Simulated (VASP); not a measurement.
# BAs: GW quasiparticle gap

Wanted: how far GW moves the Kohn-Sham levels of BAs. The cell is of the zinc-blende type, one of the forms listed for this formula. The start is a cell from a database of measured crystal structures.

Main program and level: VASP 6.6.1; PBE; plane waves and PAW (B_GW, As_GW), in the first sound run; inputs show where later runs differ.

## (1) The structure

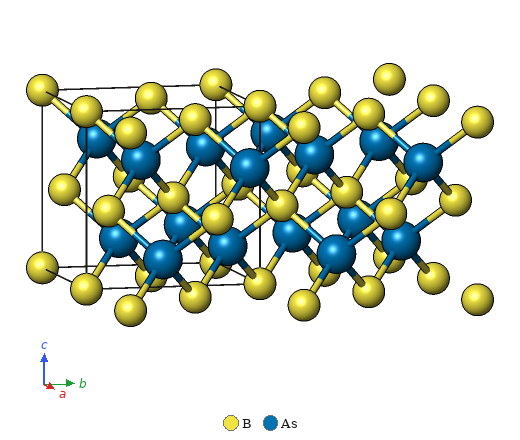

Start, viewed slightly off an axis; boron yellow, arsenic blue. 2×2×1 cells are drawn. This picture shows the conventional cell, with its axes. Bonds to atoms that aren't drawn are left out. Some periodic images of atoms are drawn too.

As a file:

```cif
data_structure
_symmetry_space_group_name_H-M 'F-43m'
_symmetry_Int_Tables_number 216
_cell_length_a 4.7770
_cell_length_b 4.7770
_cell_length_c 4.7770
_cell_angle_alpha 90.000
_cell_angle_beta 90.000
_cell_angle_gamma 90.000
_cell_volume 109.01
loop_
_atom_site_label
_atom_site_type_symbol
_atom_site_symmetry_multiplicity
_atom_site_Wyckoff_symbol
_atom_site_fract_x
_atom_site_fract_y
_atom_site_fract_z
_atom_site_occupancy
B1 B 4 a 0.00000 0.00000 0.00000 1
As1 As 4 d 0.25000 0.25000 0.75000 1
```

## (2) Empty bands

The next step needs empty bands that the ground-state run didn't converge, so the Hamiltonian is diagonalised exactly for NBANDS bands, in a single step. LOPTICS writes the k-derivatives of the orbitals (WAVEDER), which give the long-wavelength limit of the screening.

The input, INCAR:

```
SYSTEM = BAs
PREC = Accurate
ENCUT = 340
ISMEAR = 0
SIGMA = 0.01
LREAL = .FALSE.
GGA = PE
NBANDS = 64
ALGO = Exact
NELM = 1
LWAVE = .TRUE.
LCHARG = .FALSE.
LOPTICS = .TRUE.
NEDOS = 1000
CSHIFT = 0.1
```

The input, POSCAR:

```
BAs
1.0
    0.0000000000      2.3885000000      2.3885000000
    2.3885000000      0.0000000000      2.3885000000
    2.3885000000      2.3885000000      0.0000000000
B As
1 1
Direct
    0.0000000000      0.0000000000      0.0000000000
    0.2500000000      0.2500000000      0.2500000000
```

The input, KPOINTS:

```
Automatic mesh
0
Gamma
6 6 6
0 0 0
```

The projector-augmented-wave data sets are B_GW and As_GW (PBE family, release 64).

Command:

```sh
$ mpirun -np 8 vasp_std
```

Output:

```text
[banner, memory and clock lines left out]
running    8 mpi-ranks, on    1 nodes
 distrk:  each k-point on    8 cores,    1 groups
 distr:  one band on    1 cores,    8 groups

 POSCAR found type information on POSCAR B As
 POSCAR found :  2 types and       2 ions
|                                                                             |
|           W    W    AA    RRRRR   N    N  II  N    N   GGGG   !!!           |
|           W    W   A  A   R    R  NN   N  II  NN   N  G    G  !!!           |
|           W    W  A    A  R    R  N N  N  II  N N  N  G       !!!           |
|           W WW W  AAAAAA  RRRRR   N  N N  II  N  N N  G  GGG   !            |
|           WW  WW  A    A  R   R   N   NN  II  N   NN  G    G                |
|           W    W  A    A  R    R  N    N  II  N    N   GGGG   !!!           |
|                                                                             |
|     For optimal performance we recommend to set                             |
|       NCORE = 2 up to number-of-cores-per-socket                            |
|     NCORE specifies how many cores store one orbital (NPAR=cpu/NCORE).      |
|     This setting can greatly improve the performance of VASP for DFT.       |
|     The default, NCORE=1 might be grossly inefficient on modern             |
|     multi-core architectures or massively parallel machines. Do your        |
|     Unfortunately you need to use the default for GW and RPA                |
|     calculations (for HF NCORE is supported but not extensively tested      |
|     yet).                                                                   |
|                                                                             |

 LDA part: xc-table for (Slater+PW92), standard interpolation
 found WAVECAR, reading the header
  number of bands has changed, file:    10 present:    64
  trying to continue reading WAVECAR, but it might fail
 POSCAR, INCAR and KPOINTS ok, starting setup
 FFT: planning ... GRIDC
 FFT: planning ... GRID_SOFT
 FFT: planning ... GRID
 reading WAVECAR
 random initialization beyond band           10
 the WAVECAR file was read successfully
 initial charge from wavefunction
 entering main loop
       N       E                     dE             d eps       ncg     rms          rms(c)
DIA:   1    -0.113813020635E+02   -0.11381E+02    0.00000E+00     0   0.000E+00
   1 F= -.11381302E+02 E0= -.11381302E+02  d E =-.464386E-73
 writing wavefunctions
 optical routines
 imaginary and real dielectric function
 recalculating local potential from charge density
 direction            1
 direction            2
 direction            3
```

Elapsed: 2.4 s, on 8 MPI ranks of Intel Xeon 6975P-C (Granite Rapids), shared host; peak memory 0.85 GiB; 11 s of CPU time.

Lines that name or quote the potential files are left out of all logs, and their timing lines are given in words.

From OUTCAR (step 2):

```text
ion  position               nearest neighbor table
   1  0.000  0.000  0.000-   2 2.07   2 2.07   2 2.07   2 2.07
   2  0.250  0.250  0.250-   1 2.07   1 2.07   1 2.07   1 2.07

  LATTYP: Found a face centered cubic cell.
 ALAT       =     4.7770000000

 Subroutine GETGRP returns: Found 24 space group operations
 (whereof 24 operations were pure point group operations)

The static configuration has the point symmetry T_d .

 Found     16 irreducible k-points:

   k-points           NKPTS =     16   k-points in BZ     NKDIM =     16   number of bands    NBANDS=     64

   dimension x,y,z NGX =    20 NGY =   20 NGZ =   20
   dimension x,y,z NGXF=    40 NGYF=   40 NGZF=   40

   ENCUT  =  340.0 eV  24.99 Ry    5.00 a.u.   5.08  5.08  5.08*2*pi/ulx,y,z

   NELECT =       8.0000    total number of electrons

 k-points in reciprocal lattice and weights: Automatic mesh
   0.00000000  0.00000000  0.00000000       0.005
   0.16666667  0.00000000  0.00000000       0.037
   0.33333333  0.00000000  0.00000000       0.037
   0.50000000  0.00000000  0.00000000       0.019
   0.16666667  0.16666667  0.00000000       0.028
   0.33333333  0.16666667  0.00000000       0.111
   0.50000000  0.16666667  0.00000000       0.111
  -0.33333333  0.16666667  0.00000000       0.111
  -0.16666667  0.16666667  0.00000000       0.056
[...]
-0.33333333  0.33333333  0.16666667       0.111
  -0.33333333  0.50000000  0.16666667       0.056

 average (electrostatic) potential at core
       1 -26.7438       2 -48.7402

 E-fermi :   6.3005

 k-point     1 :       0.0000    0.0000    0.0000
  band No.  band energies     occupation
      1      -9.2365      2.00000
      2       6.1743      2.00000
      3       6.1743      2.00000
      4       6.1743      2.00000
      5       9.4405      0.00000
      6       9.4405      0.00000
      7       9.4405      0.00000
      8      10.8291      0.00000
      9      15.7380      0.00000
    ...

 k-point     2 :       0.1667    0.0000    0.0000
  band No.  band energies     occupation
      1      -8.7832      2.00000
      2       3.2123      2.00000
      3       5.4914      2.00000
      4       5.4914      2.00000
      5       9.4592      0.00000
      6      10.3277      0.00000
      7      10.3277      0.00000
      8      12.8060      0.00000
      9      17.1582      0.00000
    ...

 k-point     3 :       0.3333    0.0000    0.0000
  band No.  band energies     occupation
      1      -7.5163      2.00000
      2      -0.5728      2.00000
      3       4.6567      2.00000
      4       4.6567      2.00000
      5       9.0191      0.00000
      6      10.9931      0.00000
      7      10.9931      0.00000
      8      14.8480      0.00000
      9      17.6522      0.00000
    ...

  Total        0.4972373      0.4972373      0.4972373      0.0000000      0.0000000     -0.0000000
  in kB       29.2326764     29.2326764     29.2326764      0.0000000      0.0000000     -0.0000000
  external PRESSURE =      29.2326764 kB  Pullay stress =       0.0000000 kB

  energy-cutoff  :      340.00
  volume of cell :       27.25
      direct lattice vectors                 reciprocal lattice vectors
     0.000000000  2.388500000  2.388500000    -0.209336404  0.209336404  0.209336404
     2.388500000  0.000000000  2.388500000     0.209336404 -0.209336404  0.209336404
     2.388500000  2.388500000  0.000000000     0.209336404  0.209336404 -0.209336404

 POSITION                                       TOTAL-FORCE (eV/Angst)
 -----------------------------------------------------------------------------------
      0.00000      0.00000      0.00000        -0.000000     -0.000000     -0.000000
      1.19425      1.19425      1.19425         0.000000      0.000000      0.000000
 -----------------------------------------------------------------------------------
    total drift:                                0.000001      0.000001      0.000000

  FREE ENERGIE OF THE ION-ELECTRON SYSTEM (eV)
  ---------------------------------------------------
  free  energy   TOTEN  =       -11.3813020635 eV

  energy  without entropy=      -11.3813020635  energy(sigma->0) =      -11.38130206

 plasma frequency squared (from intraband transitions) (eV^2)
  --------------------------------------------------------------------------------------
       0.000      -0.000      -0.000
       0.000       0.000      -0.000
       0.000       0.000       0.000

[... 3 further parts left out ...]
```

WAVECAR now holds 64 bands for 8 electrons. Its independent-particle dielectric tensor has xx, yy, zz = 11.6, 11.6, 11.6 on this mesh, which isn't tested for convergence in mesh or bands and lacks local fields.

## (3) G0W0, ENCUTGW 100, bands in the sums 64

This step: G0W0 on PBE; plane waves and PAW (B_GW, As_GW) (VASP 6.6.1).

G0W0 keeps orbitals and screening fixed and shifts each of the lowest NBANDSGW levels once.

The input, INCAR:

```
SYSTEM = BAs
PREC = Accurate
ENCUT = 340
ISMEAR = 0
SIGMA = 0.01
LREAL = .FALSE.
GGA = PE
NBANDS = 64
ALGO = EVGW0
NELMGW = 1
ENCUTGW = 100
NOMEGA = 48
PRECFOCK = Fast
NBANDSGW = 16
LWAVE = .FALSE.
LCHARG = .FALSE.
```

POSCAR is that of step 2.

KPOINTS is that of step 2.

Command:

```sh
$ mpirun -np 8 vasp_std
```

Output:

```text
[banner, memory and clock lines left out]
running    8 mpi-ranks, on    1 nodes
 distrk:  each k-point on    8 cores,    1 groups
 distr:  one band on    1 cores,    8 groups

 POSCAR found type information on POSCAR B As
 POSCAR found :  2 types and       2 ions
 [... a notice as in an earlier step ...]

|                                                                             |
|           W    W    AA    RRRRR   N    N  II  N    N   GGGG   !!!           |
|           W    W   A  A   R    R  NN   N  II  NN   N  G    G  !!!           |
|           W    W  A    A  R    R  N N  N  II  N N  N  G       !!!           |
|           W WW W  AAAAAA  RRRRR   N  N N  II  N  N N  G  GGG   !            |
|           WW  WW  A    A  R   R   N   NN  II  N   NN  G    G                |
|           W    W  A    A  R    R  N    N  II  N    N   GGGG   !!!           |
|                                                                             |
|     The default for ENCUTGWSOFT is different in this version of VASP.       |
|     please manually set ENCUTGWSOFT =100 in the INCAR file.                 |
|                                                                             |

 LDA part: xc-table for (Slater+PW92), standard interpolation
 found WAVECAR, reading the header
 POSCAR, INCAR and KPOINTS ok, starting setup
 FFT: planning ... GRIDC
 FFT: planning ... GRID_SOFT
 FFT: planning ... GRID
 reading WAVECAR
 the WAVECAR file was read successfully
 initial charge from wavefunction
 available memory per node:     31.53 GB, setting MAXMEM to     32286

 The Fermi energy was updated, please check that it is located mid-gap
 values below the HOMO (VB) or above the LUMO (CB) will cause erroneous energies
 E-fermi :   6.8067

 calculate exact exchange contribution
 the WAVEDER file was read successfully
energies w=
    0.000    0.000    0.531    0.000    1.059    0.000    1.583    0.000
    2.102    0.000    2.612    0.000    3.114    0.000    3.607    0.000
    4.091    0.000    4.566    0.000    5.032    0.000    5.490    0.000
    5.943    0.000    6.389    0.000    6.832    0.000    7.273    0.000
    7.713    0.000    8.155    0.000    8.600    0.000    9.050    0.000
    9.508    0.000    9.977    0.000   10.458    0.000   10.956    0.000
   11.474    0.000   12.017    0.000   12.588    0.000   13.194    0.000
   13.842    0.000   14.540    0.000   15.297    0.000   16.127    0.000
   17.043    0.000   18.066    0.000   19.220    0.000   20.538    0.000
   22.064    0.000   23.856    0.000   25.998    0.000   28.609    0.000
   31.866    0.000   36.048    0.000   41.615    0.000   49.383    0.000
   60.958    0.000   79.992    0.000  116.958    0.000  219.086    0.000
 responsefunction array rank=      72
 LDA part: xc-table for (Slater+PW92), standard interpolation

 min. memory requirement per mpi rank     79.7 MB, per node    637.7 MB

 allocating   6 responsefunctions rank=    72
 shmem allocating  48 responsefunctions rank=    72
 response function shared by NCSHMEM nodes    1
 Doing            6  frequencies on each core in blocks of           48
NQ=   1    0.0000    0.0000    0.0000,
|.........|.........|.........|.........|.........|.........|.........|.........
 performed        136000 updates of chi_q(r,r)
 total number of BLAS operations          3.80 Gflops
NQ=   2    0.1667    0.0000    0.0000,
|.........|.........|.........|.........|.........|.........|.........|.........
 performed        411000 updates of chi_q(r,r)
 total number of BLAS operations         12.28 Gflops
NQ=   3    0.3333    0.0000    0.0000,
|.........|.........|.........|.........|.........|.........|.........|.........
 performed        686000 updates of chi_q(r,r)
 total number of BLAS operations         21.31 Gflops
NQ=   4    0.5000    0.0000    0.0000,
|.........|.........|.........|.........|.........|.........|.........|.........
 performed        912000 updates of chi_q(r,r)
 total number of BLAS operations         30.19 Gflops
NQ=   5    0.1667    0.1667    0.0000,
|.........|.........|.........|.........|.........|.........|.........|.........
 performed       1187000 updates of chi_q(r,r)
 total number of BLAS operations         38.13 Gflops
NQ=   6    0.3333    0.1667    0.0000,
|.........|.........|.........|.........|.........|.........|.........|.........
 performed       1638000 updates of chi_q(r,r)
 total number of BLAS operations         52.48 Gflops
NQ=   7    0.5000    0.1667    0.0000,
|.........|.........|.........|.........|.........|.........|.........|.........
 performed       2089000 updates of chi_q(r,r)
 total number of BLAS operations         65.93 Gflops
NQ=   8   -0.3333    0.1667    0.0000,
|.........|.........|.........|.........|.........|.........|.........|.........
 performed       2540000 updates of chi_q(r,r)
 total number of BLAS operations         79.38 Gflops
NQ=   9   -0.1667    0.1667    0.0000,
|.........|.........|.........|.........|.........|.........|.........|.........
 performed       2926000 updates of chi_q(r,r)
 total number of BLAS operations         90.88 Gflops
NQ=  10    0.3333    0.3333    0.0000,
|.........|.........|.........|.........|.........|.........|.........|.........
 performed       3201000 updates of chi_q(r,r)
 total number of BLAS operations         98.82 Gflops
NQ=  11    0.5000    0.3333    0.0000,
|.........|.........|.........|.........|.........|.........|.........|.........
 performed       3652000 updates of chi_q(r,r)
 total number of BLAS operations        112.27 Gflops
NQ=  12   -0.3333    0.3333    0.0000,
|.........|.........|.........|.........|.........|.........|.........|.........
 performed       4038000 updates of chi_q(r,r)
 total number of BLAS operations        124.54 Gflops
NQ=  13    0.5000    0.5000    0.0000,
|.........|.........|.........|.........|.........|.........|.........|.........
 performed       4235000 updates of chi_q(r,r)
 total number of BLAS operations        131.02 Gflops
NQ=  14    0.5000    0.3333    0.1667,
|.........|.........|.........|.........|.........|.........|.........|.........
 performed       4748000 updates of chi_q(r,r)
 total number of BLAS operations        146.81 Gflops
NQ=  15   -0.3333    0.3333    0.1667,
|.........|.........|.........|.........|.........|.........|.........|.........
 performed       5228000 updates of chi_q(r,r)
 total number of BLAS operations        161.58 Gflops
NQ=  16   -0.3333    0.5000    0.1667,
|.........|.........|.........|.........|.........|.........|.........|.........
 performed       5616000 updates of chi_q(r,r)
 total number of BLAS operations        173.53 Gflops
 resolving degeneracies of screened two electron integrals

 calculate QP shifts <psi_nk| G(iteration)W_0 |psi_nk>: iteration 1
 entering main loop
```

The job ended after 19 s (8 MPI ranks; peak memory 1.1 GiB; 2.2 min of CPU time).

OUTCAR, selected parts (step 3):

```text
The static configuration has the point symmetry T_d .

 Found     16 irreducible k-points:

   k-points           NKPTS =     16   k-points in BZ     NKDIM =    216   number of bands    NBANDS=     64

   NELECT =       8.0000    total number of electrons

 E-fermi :   6.8067

 QP shifts <psi_nk| G(iteration)W_0 |psi_nk>: iteration 1
 for sc-GW calculations column KS-energies equals QP-energies in previous step
 and V_xc(KS)=  KS-energies - (<T + V_ion + V_H > + <T+V_H+V_ion>^1  + <V_x>^1)
 k-point   1 :       0.0000    0.0000    0.0000
  band No.  KS-energies  QP-energies   sigma(KS)   V_xc(KS)     V^pw_x(r,r')   Z            occupation Imag(sigma)
      1      -9.2365      -9.8759     -12.5714     -11.6549     -19.6016       0.6976       2.0000       1.2439
      2       6.1743       5.8598     -12.9853     -12.5865     -13.9902       0.7886       2.0000       0.0626
      3       6.1743       5.8598     -12.9853     -12.5865     -13.9902       0.7886       2.0000       0.0626
      4       6.1743       5.8598     -12.9853     -12.5865     -13.9902       0.7886       2.0000       0.0626
      5       9.4405       9.8906     -10.8164     -11.3898      -6.7578       0.7849       0.0000      -0.0744
      6       9.4405       9.8906     -10.8164     -11.3898      -6.7578       0.7849       0.0000      -0.0744
      7       9.4405       9.8906     -10.8164     -11.3898      -6.7578       0.7849       0.0000      -0.0744
      8      10.8291      11.5852     -11.6246     -12.6195      -6.6662       0.7599       0.0000      -0.1111
    ...

 k-point   2 :       0.1667    0.0000    0.0000
  band No.  KS-energies  QP-energies   sigma(KS)   V_xc(KS)     V^pw_x(r,r')   Z            occupation Imag(sigma)
      1      -8.7832      -9.4136     -12.5918     -11.6950     -19.4607       0.7029       2.0000       1.1914
      2       3.2123       2.7663     -12.6245     -12.0461     -14.5714       0.7712       2.0000       0.0943
      3       5.4914       5.1539     -12.8327     -12.4031     -14.0149       0.7858       2.0000       0.0663
      4       5.4914       5.1539     -12.8327     -12.4031     -14.0149       0.7858       2.0000       0.0663
      5       9.4592       9.9540     -10.9976     -11.6312      -6.7505       0.7810       0.0000      -0.0807
      6      10.3277      10.8013     -10.9389     -11.5471      -6.6000       0.7785       0.0000      -0.0865
      7      10.3277      10.8013     -10.9389     -11.5471      -6.6000       0.7785       0.0000      -0.0865
      8      12.8060      13.4236     -11.4138     -12.2357      -6.0004       0.7514       0.0000      -0.1611
    ...

 k-point   3 :       0.3333    0.0000    0.0000
  band No.  KS-energies  QP-energies   sigma(KS)   V_xc(KS)     V^pw_x(r,r')   Z            occupation Imag(sigma)
      1      -7.5163      -8.1017     -12.6666     -11.8490     -19.0884       0.7161       2.0000       1.0305
      2      -0.5728      -1.1492     -12.4044     -11.6200     -16.0098       0.7348       2.0000       0.2403
      3       4.6567       4.2696     -12.8228     -12.3271     -14.3613       0.7810       2.0000       0.0765
      4       4.6567       4.2696     -12.8228     -12.3271     -14.3613       0.7810       2.0000       0.0765
      5       9.0191       9.4824     -11.0238     -11.6158      -6.8115       0.7825       0.0000      -0.0798
      6      10.9931      11.4258     -10.6226     -11.1792      -5.9786       0.7773       0.0000      -0.1031
      7      10.9931      11.4258     -10.6226     -11.1792      -5.9786       0.7773       0.0000      -0.1031
      8      14.8480      15.2539     -10.2873     -10.8306      -4.1423       0.7472       0.0000      -0.2668
    ...

[... 7 parts as in an earlier step ...]

[... 5 further parts left out ...]
```

This step gave:

| Quantity | Value |
| --- | --- |
| quasiparticle gap on the mesh | 1.782 eV |
| smallest direct quasiparticle gap on the mesh | 4.031 eV |
| gap of the starting orbitals on the mesh | 1.265 eV |

GW takes the gap from 1.265 to 1.782 eV. Spin-orbit coupling is left out. The value holds for 64 bands, ENCUTGW = 100 eV and this mesh, and isn't shown to be converged in them.

(Part 1 of 3 ends here.)

[Lines on the potential files, build, host, timing and source positions are cut from VASP's logs without a mark.]

[Logs are printed without paths, hosts, clocks, repeated set-up lines and the standing remarks that a program may print on its own settings, such as how far it seeks lower states.]

[Hosts, paths, dates, database ids (printed as entryN), source tags and the programs' standing remarks are cut or masked in the printed files.]

[Pressures printed for these runs are not shown converged in the cutoff: they can be off by several GPa and have the wrong sign.]
